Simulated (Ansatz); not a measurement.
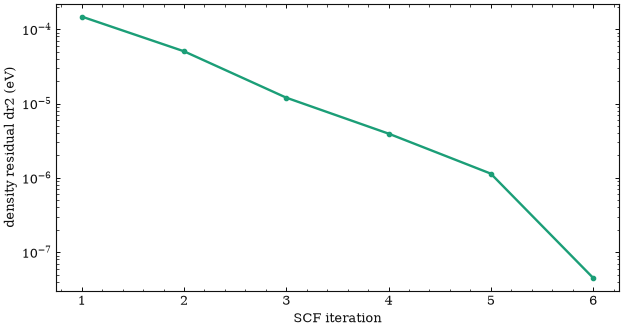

The plot shows the SCF iterations of a calculation: density residual dr2. The starting density is a sum of atomic densities corrected by a trained network, so the first residual is already small.

SnSe (2 atoms in the cell), run with Ansatz.

```
crystal:
  lattice:
    - [0.0, 3.030534968, 3.030534968]
    - [3.030534968, 0.0, 3.030534968]
    - [3.030534968, 3.030534968, 0.0]
  atoms:
    - { symbol: Sn, position: [0.0, 0.0, 0.0] }
    - { symbol: Se, position: [0.5, 0.5, 0.5] }
basis:
  ecutwfc: 420
  ecutrho_ratio: 2
kpoints:
  mp_grid: { grid: [10, 10, 10] }
hamiltonian:
  xc: pbe
scf:
  occupations: { method: gaussian, width: 0.05 }
  max_iter: 50
output:
  forces: true
  stress: true
```

Run as:
```bash
ansatz run input.yaml --threads 4 --pin off --max-ram 7168MiB --backend cpu --events-out ev --progress --plain --runs-dir out
```

Q: Did the calculation converge?

A: It converged, after 6 iterations. The residual falls at every step.

Q: What is the residual at the start and at the end?

A: It starts near 1.5 × 10⁻⁴ and ends near 5 × 10⁻⁸ eV.

Q: Is anything amiss with this input?

A: The input holds an odd setting (a density cutoff under four times that of the waves). The SCF closed, but its energy differs from that of a run with usual settings by more than 1 meV per atom.
